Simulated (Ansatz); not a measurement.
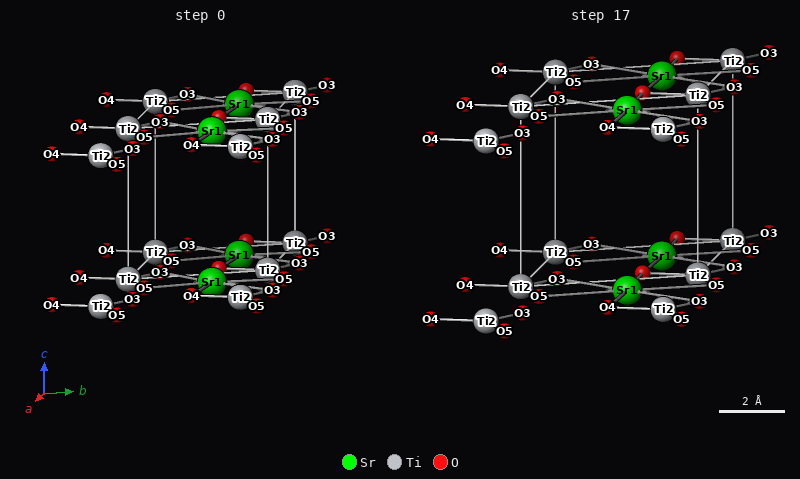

The structure of a crystal of SrTiO₃ (a generated structure, set up in P-6m2) (coarse preliminary run) before (left) and after (right) a relaxation, at one scale.

A ball-and-stick model of the cell of the calculation, repeated 2 × 1 × 1 with one cell outlined, seen slightly off an axis.

Computed with Ansatz, DFT PBE, scalar-relativistic, plane waves, PAW. Settings: plane-wave cutoff 420 eV; k-point mesh 6 × 6 × 4; occupations gaussian; smearing width 0.1 eV; collinear spin; cell and atoms relaxed; force threshold 0.04 eV/Å; at most 70 steps.

**Summarise the run.**

The largest moves relative to the cell, 0.21 Å, are those of O3, O4 and O5. O5 goes along [−2 −1 0]. Sr and Ti stay in place. The volume changes by +92.5 %, with a = b 4.563 → 5.792 Å (+26.9 %), c 4.732 → 5.652 Å (+19.4 %). Near-neighbour distances that change, for instance: Sr1–Ti2 2.634 → 3.344 Å, Sr1–O3 2.291 → 2.897 Å, Ti2–O3 1.532 → 1.737 Å. Bond angles that change, for instance: O3–Sr1–O3 169.2° → 177.4°, Sr1–O3–Sr1 169.2° → 177.4°, O3–Sr1–O5 70.8° → 62.6°. The space group stays P-6m2 (No. 187). After 13 accepted moves (17 points after the start) the energy has fallen by 2046 meV per atom. Largest force component: 6.1 eV/Å at the start, 0.0046 eV/Å at the end. Pressure: 72.91 GPa at the start and 0.09 GPa at the end. At 4 points the geometry stayed and the basis and grid were re-selected for the new cell (energy shift of 147 meV per atom at most each time). The program noted that the starting moments weren't kept. The run may lie on a higher electronic state than the lowest, so the end point isn't shown to be the ground-state structure. The run took 6.7 min on 1 thread of Intel(R) Xeon(R) Processor @ 2.70GHz, on a shared host, peak memory 0.51 GiB.
